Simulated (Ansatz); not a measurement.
**Si4C4: one change and its effect**

System: Si4C4 (8 atoms in the cell).
Method of run A: DFT, HSE06, PAW, plane waves (Ansatz 0.2.0).

The structure was built on a prototype by a generator. Text and figures count atoms from 1; the logs count them from 0 in places.

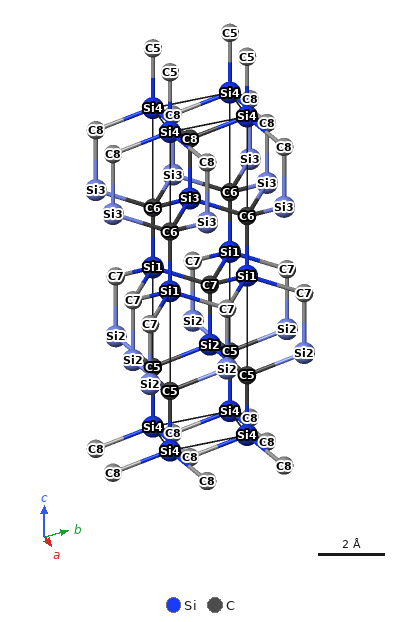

Figure 1. The structure (ball-and-stick view of the cell of the calculation, seen at an oblique angle; neighbours outside the cell are drawn fainter; atoms are numbered from 1 in the order of the input).

### Input, run A
```yaml
crystal:
  lattice:
    - [3.078068, 0.000000, 0.000000]
    - [-1.539034, 2.665685, 0.000000]
    - [0.000000, 0.000000, 10.075947]
  atoms:
    - { symbol: Si, position: [0.000000, 0.000000, 0.499840] }
    - { symbol: Si, position: [0.333333, 0.666667, 0.249912] }
    - { symbol: Si, position: [0.666667, 0.333333, 0.749912] }
    - { symbol: Si, position: [0.000000, 0.000000, 0.999840] }
    - { symbol: C, position: [0.000000, 0.000000, 0.187303] }
    - { symbol: C, position: [0.000000, 0.000000, 0.687303] }
    - { symbol: C, position: [0.333333, 0.666667, 0.437945] }
    - { symbol: C, position: [0.666667, 0.333333, 0.937945] }
kpoints:
  mp_grid: { grid: [9, 9, 3] }
  band_path: { path: [VBM, CBM], npoints: 2 }
hamiltonian:
  xc: hse06
scf:
  occupations: { method: fermi_dirac, width: 0.01 }
output:
  forces: true
  eigenvalues: true
  populations: true
```

Hardware: 7 CPU threads, shared host.

### Output, shortened to warnings, some set-up lines, iterations and results (run A)
```
Basis set: ecut = 420 eV, 1605 PW (Γ), exchange–correlation on 48×48×144 points (8 copies of the dense FFT grid, shifted against one another)
Symmetry: 12 space group operations
k-points: 24 of 243 (time reversal used)
Initial density: superposition of atomic densities (neutral atoms: chi_scale 0, normalization atom), corrected by the library's trained network
[...]
SCF iter   1: F=—  HF=-3548.615838 eV  |F-HF|=—  |Δ(HF+E_count)|=         —  Δρ=2.43e-3  dr2=5.00e-3  ethr=1.77e-3  ⟨swp⟩=10.9  Hψ=3200  notcnv=0
SCF iter   2: F=-3548.615639 eV  HF=-3548.615472 eV  |F-HF|=1.67e-4  |Δ(HF+E_count)|=   3.66e-4  Δρ=7.96e-4  dr2=3.25e-4  ethr=1.01e-6  ⟨swp⟩=2.5  Hψ=2860  notcnv=0  defer=12
SCF 1 stopped early in 2 iterations: F = -3548.615639 eV  dr2 = 3.25e-4
SCF iter   1: F=—  HF=-3551.171078 eV  |F-HF|=—  |Δ(HF+E_count)|=         —  Δρ=5.51e-3  dr2=1.51e-2  ethr=1.01e-5  ⟨swp⟩=7.9  Hψ=2803  notcnv=0
SCF iter   2: F=—  HF=-3551.165018 eV  |F-HF|=—  |Δ(HF+E_count)|=   6.06e-3  Δρ=2.49e-3  dr2=3.43e-3  ethr=1.01e-5  ⟨swp⟩=3.0  Hψ=1474  notcnv=0
[... 5 lines ...]
SCF iter   1: F=—  HF=-3551.173546 eV  |F-HF|=—  |Δ(HF+E_count)|=         —  Δρ=1.67e-5  dr2=2.61e-7  ethr=1.71e-7  ⟨swp⟩=6.0  Hψ=1634  notcnv=0
SCF iter   2: F=—  HF=-3551.173546 eV  |F-HF|=—  |Δ(HF+E_count)|=   4.66e-9  Δρ=7.93e-6  dr2=3.93e-8  ethr=7.88e-10  ⟨swp⟩=3.0  Hψ=1261  notcnv=0
SCF iter   3: F=—  HF=-3551.173546 eV  |F-HF|=—  |Δ(HF+E_count)|=  4.99e-10  Δρ=4.27e-6  dr2=9.74e-9  ethr=9.67e-11  ⟨swp⟩=3.0  Hψ=1199  notcnv=0
SCF iter   4: F=-3551.173546 eV  HF=-3551.173546 eV  |F-HF|=7.92e-10  |Δ(HF+E_count)|=   5.02e-8  Δρ=1.42e-6  dr2=1.36e-9  ethr=9.92e-12  ⟨swp⟩=5.5  Hψ=1873  notcnv=0  defer=8
SCF 3 converged in 4 iterations: F = -3551.173546 eV  dr2 = 1.36e-9
  Residual-converged pass: ⟨swp⟩=3.0  Hψ=1060  notcnv=0  max |occ|·‖R‖ = 8.7e-7 eV (tolerance 8.9e-7 eV)  dr2=1.38e-9  dr2_onsite=3.08e-11  max |Δocc| = 0.0e0
hybrid outer 2: dexx = +8.874e-8 eV, tail = 4.73e-9 eV, Δε = 7.40e-4 eV (about 1.79e-5 eV left of the loop's levels), ΔF = 1.57e-3 eV/Å (tail 2.28e-4)
NSCF: frozen V_eff on 28 k-points
NSCF: frozen V_eff on 28 k-points
NSCF: frozen V_eff on 28 k-points
NSCF: frozen V_eff on 28 k-points
NSCF: frozen V_eff on 13 k-points
NSCF: frozen V_eff on 8 k-points
NSCF: frozen V_eff on 8 k-points
NSCF: frozen V_eff on 8 k-points
NSCF: frozen V_eff on 5 k-points
NSCF: frozen V_eff on 5 k-points
NSCF: frozen V_eff on 3 k-points
hybrid SCF converged: 2 outer / 10 inner (+2 warm-up), last move |dexx| = 8.87e-8 eV, tail = 4.73e-9 eV
Stability not checked: this state was not tested for a lower state beside it, because the functional holds exact exchange (a hybrid, or Hartree-Fock), whose exchange loop this test does not read (fock_operator; see scf.lower_state_search)
Free energy (F): -3551.173547 eV
Harris-Foulkes:  -3551.173547 eV  (|F-HF|=7.92e-10)
Internal energy: -3551.173547 eV  (E = F + TS)
E sigma→0 (E₀):  -3551.173547 eV
Fermi energy:    10.588106 eV
--- Per-component energies (eV) ---
  E_band       = 76.858676
  E_kinetic    = 543.058671
  E_local      = -414.527514  (includes V_loc(G=0)·N_el)
  E_nonlocal   = 202.268196
  E_hartree    = 129.343886
  E_xc         = -342.986662
  E_vxc        = -353.536949  (∫ρ·V_xc dr)
  E_exx        = -60.824725  (= α·E_x^exact, valence–valence)
  E_paw        = -2468.465660  (= ΣΔE_a)
  E_vpaw       = -37.442059  (= ΣTr[D̂ρ^β])
  E_aug_tail   = 0.000050  (compensation charges beyond the density's cutoff)
  E_ewald      = -1138.734449
  E_core_change = -0.305338  (= ΣΔE_core)
  E_smearing   = -0.000000  (= −TS)
  E_closure    = 0.000000  (closes the sum)
  Σ components = -3551.173547   (vs F -3551.173547, Δ=4.55e-13)
--- Forces (eV/Å), atoms counted from 1 ---
  atom   1  Si     0.00000000     0.00000000    -0.00904555
  atom   2  Si    -0.00000000     0.00000000    -0.00252663
  atom   3  Si     0.00000000     0.00000000    -0.00252663
  atom   4  Si    -0.00000000     0.00000000    -0.00904555
  atom   5  C      0.00000000     0.00000000     0.00576764
  atom   6  C     -0.00000000    -0.00000000     0.00576764
  atom   7  C      0.00000000     0.00000000     0.00579936
  atom   8  C      0.00000000    -0.00000000     0.00579936
  max |Σ_I F_I| component: 1.04e-5 eV/Å
--- Löwdin populations: 8 sites ---
  site symbol       q [e]
     0     Si      2.8974
     1     Si      2.9112
     2     Si      2.9112
     3     Si      2.8974
     4      C      5.0088
     5      C      5.0088
     6      C      5.0194
[...]
```

For run B the input was changed thus:
```diff
-  xc: hse06
+  xc: r2scan
```

How does run B compare with run A?

The total energies belong to different methods, so their difference says nothing on which is more stable or more accurate. The functional changes from HSE06 to r2SCAN. The SCF takes 8 iterations against 12. The default cutoff goes from 420 to 500 eV with the change. The plane waves at Γ go from 1605 to 2137.

### Output, shortened to warnings, some set-up lines, iterations and results (run B)
```
Basis set: ecut = 500 eV, 2137 PW (Γ), exchange–correlation on 96×96×300 points (64 copies of the dense FFT grid, shifted against one another)
Symmetry: 12 space group operations
k-points: 24 of 243 (time reversal used)
Initial density: superposition of atomic densities (neutral atoms: chi_scale 0, normalization atom), corrected by the library's trained network
[...]
SCF iter   1: F=—  HF=-3565.157873 eV  |F-HF|=—  |Δ(HF+E_count)|=         —  Δρ=5.82e-3  dr2=1.85e-2  dr2_τ=7.77e-1  ethr=1.77e-3  ⟨swp⟩=6.9  Hψ=3338  notcnv=0
SCF iter   2: F=—  HF=-3565.335313 eV  |F-HF|=—  |Δ(HF+E_count)|=   1.77e-1  Δρ=4.03e-3  dr2=7.30e-3  dr2_τ=1.42e-4  ethr=5.78e-5  ⟨swp⟩=3.0  Hψ=1398  notcnv=0  defer=69
SCF iter   3: F=—  HF=-3565.335447 eV  |F-HF|=—  |Δ(HF+E_count)|=   1.34e-4  Δρ=1.45e-3  dr2=2.13e-3  dr2_τ=1.00e-4  ethr=2.28e-5  ⟨swp⟩=2.0  Hψ=997  notcnv=0  defer=69
SCF iter   4: F=—  HF=-3565.335190 eV  |F-HF|=—  |Δ(HF+E_count)|=   2.56e-4  Δρ=3.93e-4  dr2=1.34e-4  dr2_τ=2.11e-5  ethr=6.65e-6  ⟨swp⟩=2.1  Hψ=955  notcnv=0  defer=69
SCF iter   5: F=—  HF=-3565.335180 eV  |F-HF|=—  |Δ(HF+E_count)|=   1.08e-5  Δρ=8.20e-5  dr2=3.05e-6  dr2_τ=5.12e-7  ethr=4.20e-7  ⟨swp⟩=2.2  Hψ=812  notcnv=0  defer=69
SCF iter   6: F=—  HF=-3565.335177 eV  |F-HF|=—  |Δ(HF+E_count)|=   2.49e-6  Δρ=4.09e-5  dr2=1.39e-6  dr2_τ=2.86e-8  ethr=9.52e-9  ⟨swp⟩=2.0  Hψ=864  notcnv=0  defer=69
SCF iter   7: F=—  HF=-3565.335177 eV  |F-HF|=—  |Δ(HF+E_count)|=   1.43e-7  Δρ=1.94e-5  dr2=2.46e-7  dr2_τ=3.51e-9  ethr=4.35e-9  ⟨swp⟩=2.2  Hψ=747  notcnv=0  defer=69
SCF iter   8: F=-3565.335177 eV  HF=-3565.335177 eV  |F-HF|=3.38e-9  |Δ(HF+E_count)|=   4.60e-8  Δρ=4.44e-6  dr2=1.04e-8  dr2_τ=2.04e-10  ethr=3.13e-10  ⟨swp⟩=9.4  Hψ=2488  …
SCF 1 converged in 8 iterations: F = -3565.335177 eV  dr2 = 1.04e-8
NSCF: frozen V_eff on 28 k-points
NSCF: frozen V_eff on 28 k-points
NSCF: frozen V_eff on 28 k-points
NSCF: frozen V_eff on 28 k-points
NSCF: frozen V_eff on 4 k-points
NSCF: frozen V_eff on 8 k-points
NSCF: frozen V_eff on 8 k-points
NSCF: frozen V_eff on 8 k-points
NSCF: frozen V_eff on 5 k-points
NSCF: frozen V_eff on 5 k-points
NSCF: frozen V_eff on 3 k-points
SCF converged after 8 iterations
Free energy (F): -3565.335177 eV
Harris-Foulkes:  -3565.335177 eV  (|F-HF|=3.38e-9)
Internal energy: -3565.335177 eV  (E = F + TS)
E sigma→0 (E₀):  -3565.335177 eV
Fermi energy:    10.799211 eV
--- Per-component energies (eV) ---
  E_band       = 102.242597
  E_kinetic    = 544.217362
  E_local      = -415.907542  (includes V_loc(G=0)·N_el)
  E_nonlocal   = 201.419271
  E_hartree    = 130.709696
  E_xc         = -405.482366
  E_vxc        = -474.634036  (∫ρ·V_xc dr)
  E_paw        = -2481.152355  (= ΣΔE_a)
  E_vpaw       = -36.554655  (= ΣTr[D̂ρ^β])
  E_aug_tail   = 0.000033  (compensation charges beyond the density's cutoff)
  E_vtau       = 22.281515  (kinetic-family band-sum trace: ∫τ·v_τ [+ j·A + Jᵃ·Aᵃ] dr)
  E_ewald      = -1138.734449
  E_core_change = -0.404827  (= ΣΔE_core)
  E_smearing   = -0.000000  (= −TS)
  E_closure    = 0.000000  (closes the sum)
  Σ components = -3565.335177   (vs F -3565.335177, Δ=0.00e0)
--- Forces (eV/Å), atoms counted from 1 ---
  atom   1  Si    -0.00000000     0.00000000     0.00380221
  atom   2  Si     0.00000000     0.00000000    -0.00204569
  atom   3  Si     0.00000000     0.00000000    -0.00204569
  atom   4  Si     0.00000000    -0.00000000     0.00380221
  atom   5  C      0.00000000    -0.00000000    -0.00390184
  atom   6  C      0.00000000    -0.00000000    -0.00390184
  atom   7  C     -0.00000000     0.00000000     0.00216207
  atom   8  C     -0.00000000     0.00000000     0.00216207
  max |Σ_I F_I| component: 3.35e-5 eV/Å
--- Löwdin populations: 8 sites ---
  site symbol       q [e]
     0     Si      2.8799
     1     Si      2.8956
     2     Si      2.8956
     3     Si      2.8799
     4      C      5.0235
     5      C      5.0235
     6      C      5.0352
     7      C      5.0352
  spilling = 0.010367 (of n_electrons = 32.000000)
```

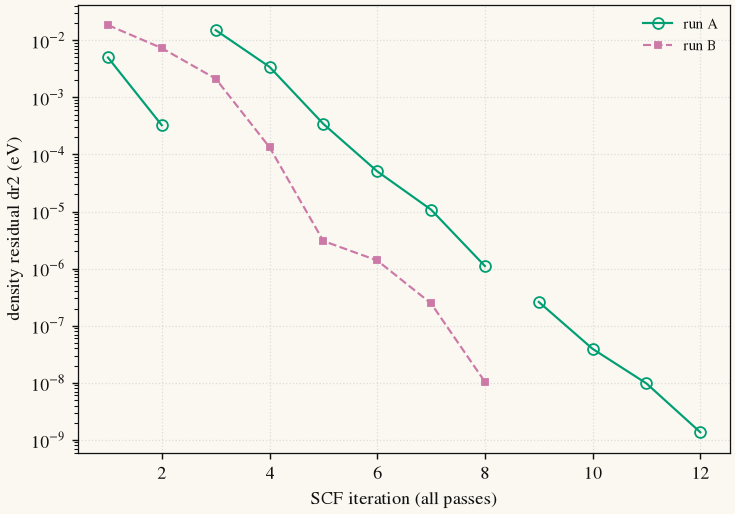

Figure 2. Convergence of the two runs: density residual dr2 against the SCF iteration. A break in a curve parts two SCF passes. Run A takes 12 iterations in all, and run B takes 8.

### The two runs side by side

```tsv
quantity	run A	run B
outcome	converged	converged
free energy per atom (eV)	−443.8967	−445.6669
largest force (eV/Å)	0.009	0.004
SCF iterations	12	8
irreducible k-points	24	24
plane waves at Γ	1605	2137
wall time (shared host)	14 min	3.8 s
```

For both runs: Warnings: the structure was made exactly symmetric.
